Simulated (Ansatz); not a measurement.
Geometry relaxation of AlRu (part 2 of 2)

The same run, continued: AlRu (Pm-3m, 2 atoms in the cell); DFT PBE, scalar-relativistic, plane waves, PAW, no spin polarisation (Ansatz 0.2.0); cutoff 420 eV, 14×14×14 k-mesh, Gaussian smearing of 0.1 eV. The structure derives from an entry of the Crystallography Open Database.

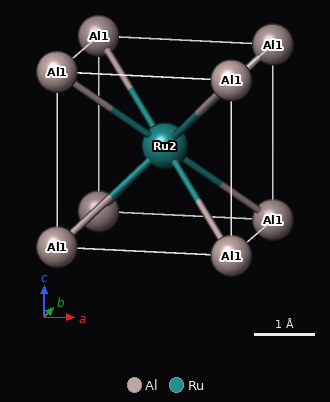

Fig. 1: The geometry at step 3 of the log (ball-and-stick view of the cell of the calculation, seen slightly off an axis; atoms are numbered from 1 in the order of the input).

```
basis re-selected at this cell: Δ(F+E_penalty+E_count) = -1.453e-4 eV, ΔP = +0.001 GPa vs the last step (what re-selecting the basis moved, of the pressure what is left beyond the Pulay correction that the steps carried, after the strain that the cell walked since its last selection, with what the two solves' SCF thresholds leave and, on support functions, any second-order correction that the steps lacked; it is no measure of the basis error at this ecutwfc). The dense FFT grid was sized anew with the basis: this SCF ran on 24×24×24 points, the steps before it on 20×20×20, so part of this shift can come from that change (see relax.cell in the input reference). This SCF's stress stands 1.12e-2 GPa from its target on what of the cell is left free (relax.cell.stress_tol is 5.00e-2 GPa) and its largest allowed force component is 2.68e-30 eV/Å (relax.f_tol is 5.00e-3 eV/Å): within both
SCF converged after 8 iterations
Free energy (F): -6417.466788 eV
Harris-Foulkes:  -6417.466788 eV  (|F-HF|=9.09e-13)
Internal energy: -6417.456951 eV  (E = F + TS)
E sigma→0 (E₀):  -6417.461870 eV
Entropy (-TS):   -0.009836 eV (-4.918 meV/atom)
Fermi energy:    15.871987 eV
--- Per-component energies (eV) ---
  E_band       = -123.929321
  E_kinetic    = 542.638920
  E_local      = -1810.028070  (includes V_loc(G=0)·N_el)
  E_nonlocal   = 354.556016
  E_hartree    = 643.068259
  E_xc         = -231.987844
  E_vxc        = -270.410042  (∫ρ·V_xc dr)
  E_paw        = -3929.170608  (= ΣΔE_a)
  E_vpaw       = -226.822492  (= ΣTr[D̂ρ^β])
  E_aug_tail   = -0.000169  (compensation charges beyond the density's cutoff)
  E_ewald      = -1986.533455
  E_smearing   = -0.009836  (= −TS)
  E_closure    = 0.000000  (closes the sum)
  Σ components = -6417.466788   (vs F -6417.466788, Δ=0.00e0)
--- Forces (eV/Å), atoms counted from 1 ---
  atom   1  Al    -0.00000000     0.00000000     0.00000000
  atom   2  Ru     0.00000000    -0.00000000    -0.00000000
  max |Σ_I F_I| component: 5.16e-30 eV/Å
--- Stress (GPa, compression-positive) ---
       -0.011193      -0.000000      -0.000000
       -0.000000      -0.011193      -0.000000
       -0.000000      -0.000000      -0.011193
  P = ⅓ Tr σ = -0.0112 GPa (-0.112 kbar)
--- Band table (eV; the first three rows and the last of 120) ---
  k-point 0: bands = ["-55.9153", "-25.8677", "-25.8677", "-25.8677", "6.2858", "12.3761", "12.3761", "16.0491", "16.0491", "16.0491", "21.8947", "21.8947", "21.8947", "26.7309"]
  k-point 1: bands = ["-55.9146", "-25.8777", "-25.8668", "-25.8668", "6.3826", "12.4092", "12.4101", "15.9282", "15.9282", "16.0610", "21.4121", "22.0898", "22.0898", "26.5163"]
  k-point 2: bands = ["-55.9126", "-25.9056", "-25.8645", "-25.8645", "6.6686", "12.4805", "12.5076", "15.6196", "15.6196", "16.0944", "20.3906", "22.6203", "22.6203", "25.9542"]
  k-point 119: bands = ["-55.8719", "-26.0207", "-26.0207", "-26.0207", "11.3151", "11.3151", "11.3151", "17.4718", "17.4718", "18.3790", "19.9747", "19.9747", "19.9747", "24.2923"]
--- Relaxed structure (3 steps of the walk, 3 accepted, 1 SCFs on fresh bases) ---
  F+E_penalty+E_count = -6417.46678755 eV   max|allowed force component| = 2.679e-30 eV/Å   (the final SCF, on the basis selected at the relaxed cell)
  cell:  # Å, volume = 27.1104 Å³
    - [3.004084724577869, 9.62964972193618e-35, 9.62964972193618e-35]
    - [9.62964972193618e-35, 3.004084724577869, 0.0]
    - [1.6049416203226964e-34, 0.0, 3.004084724577869]
  atoms:
    - { symbol: Al, position: [9.65668844958724e-35, 3.218896149865015e-35, 3.218896149864283e-35] }
    - { symbol: Ru, position: [0.5, 0.5, 0.5] }
```

## Trajectory as extended XYZ (Å, eV, eV/Å), 4 frames, from step=1 to step=4
```
2
Lattice="2.9916 0.0000 0.0000 0.0000 2.9916 0.0000 0.0000 0.0000 2.9916" Properties=species:S:1:pos:R:3:forces:R:3 step=1 energy=-6417.46410 pressure_GPa=2.60
Al    0.0000    0.0000    0.0000    0.0000   0.0000   0.0000
Ru    1.4958    1.4958    1.4958    0.0000   0.0000   0.0000
2
Lattice="3.0069 0.0000 0.0000 0.0000 3.0069 0.0000 0.0000 0.0000 3.0069" Properties=species:S:1:pos:R:3:forces:R:3 step=2 energy=-6417.46646 pressure_GPa=-0.59
Al    0.0000    0.0000    0.0000    0.0000   0.0000   0.0000
Ru    1.5035    1.5035    1.5035    0.0000   0.0000   0.0000
2
Lattice="3.0041 0.0000 0.0000 0.0000 3.0041 0.0000 0.0000 0.0000 3.0041" Properties=species:S:1:pos:R:3:forces:R:3 step=3 energy=-6417.46664 pressure_GPa=-0.01
Al    0.0000    0.0000    0.0000    0.0000   0.0000   0.0000
Ru    1.5020    1.5020    1.5020    0.0000   0.0000   0.0000
2
Lattice="3.0041 0.0000 0.0000 0.0000 3.0041 0.0000 0.0000 0.0000 3.0041" Properties=species:S:1:pos:R:3:forces:R:3 step=4 energy=-6417.46679 pressure_GPa=-0.01
Al    0.0000    0.0000    0.0000    0.0000   0.0000   0.0000
Ru    1.5020    1.5020    1.5020    0.0000   0.0000   0.0000
```

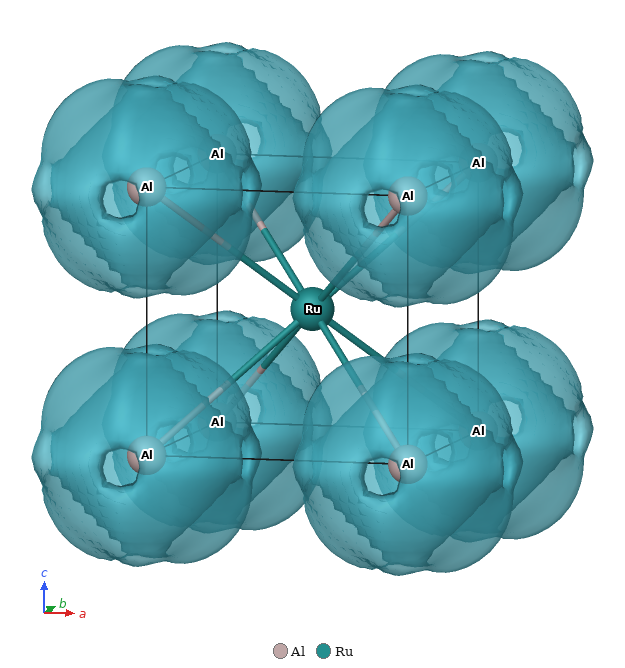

Fig. 2: Isosurface of the electron localisation function at 0.45 (cyan), seen slightly off an axis. Only the valence region is drawn (cores and ρ < 0.01 e/Å³ removed). Sticks mark near contacts. The outline is the cell set on symmetry axes. Values along the shortest contacts: Al–Ru (2.60 Å): the ELF is about 0.40 at the midpoint (no localised pair between them). The fields are those of the smooth PAW valence density.

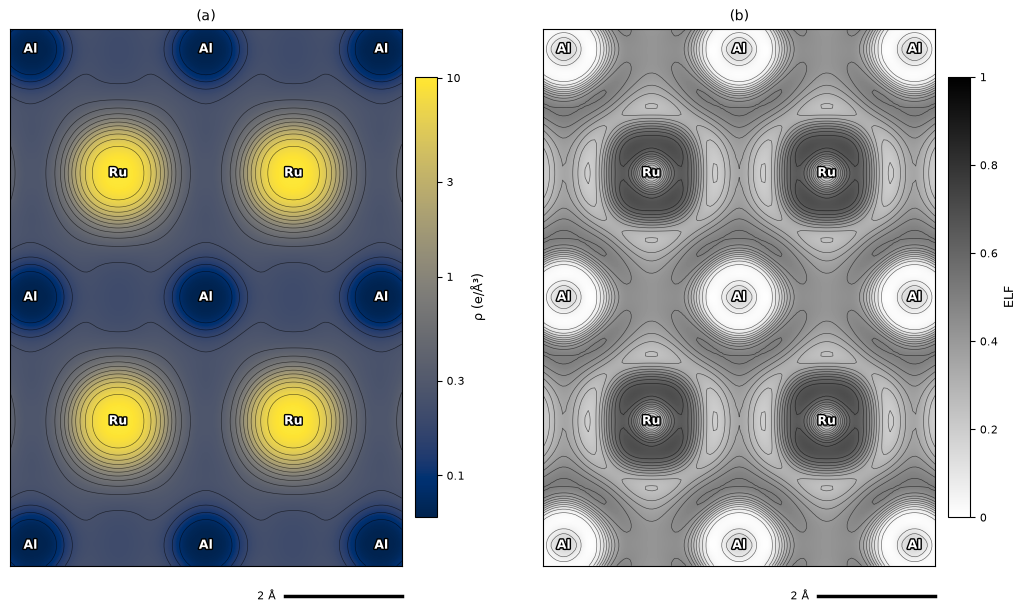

Fig. 3: (a) valence electron density; (b) electron localisation function on the (011̄) plane of the conventional cell. Al–Ru (2.60 Å): the density is about 0.35 e/Å³ at the midpoint; the ELF is about 0.40 at the midpoint; no shared electron pair. Away from the nuclei the density in this plane falls to 0.2 e/Å³ at its lowest. The strong features right at Ru lie inside the PAW spheres (semicore, d or f shells) and say nothing about bonding.

This output came from the following input.

## Input
```yaml
crystal:
  lattice:
    - [2.9916, 0.0, 0.0]
    - [0.0, 2.9916, 0.0]
    - [0.0, 0.0, 2.9916]
  atoms:
    - { symbol: Al, position: [0.0, 0.0, 0.0] }
    - { symbol: Ru, position: [0.5, 0.5, 0.5] }
basis:
  ecutwfc: 420
kpoints:
  mp_grid: { grid: [14, 14, 14] }
hamiltonian:
  xc: pbe
scf:
  occupations: { method: gaussian, width: 0.1 }
output:
  forces: true
  stress: true
  eigenvalues: true
  write_density: true
  write_potential: true
  elf: true
  volumetric_format: npy
relax:
  adjacent_minimum: "off"
  f_tol: 0.005
  max_steps: 80
  cell: { stress_tol: 0.05 }
```

Run as:
```bash
ansatz run input.yaml --threads 1 --pin off --max-ram 3072MiB --backend cpu --events-out ev --progress --plain --runs-dir out
```

## Summary

- outcome: converged
- space group (tolerance 0.01 Å): Pm-3m (221)
- electrons treated: 19
- free energy: −6417.4668 eV
- Fermi energy: 15.872 eV
- gap on the k-point mesh: none (metallic)
- pressure: −0.01 GPa
- final volume: 27.11 Å³
- largest force (length of the vector) at the end: under 0.001 eV/Å
- final cell: a = 3.004 Å, b = 3.004 Å, c = 3.004 Å, α = 90.00°, β = 90.00°, γ = 90.00°
- hardware: 1 thread of AMD EPYC (Zen 3), 32 GiB of memory available, shared host
- wall time: 8.2 s
- peak memory: 0.41 GiB
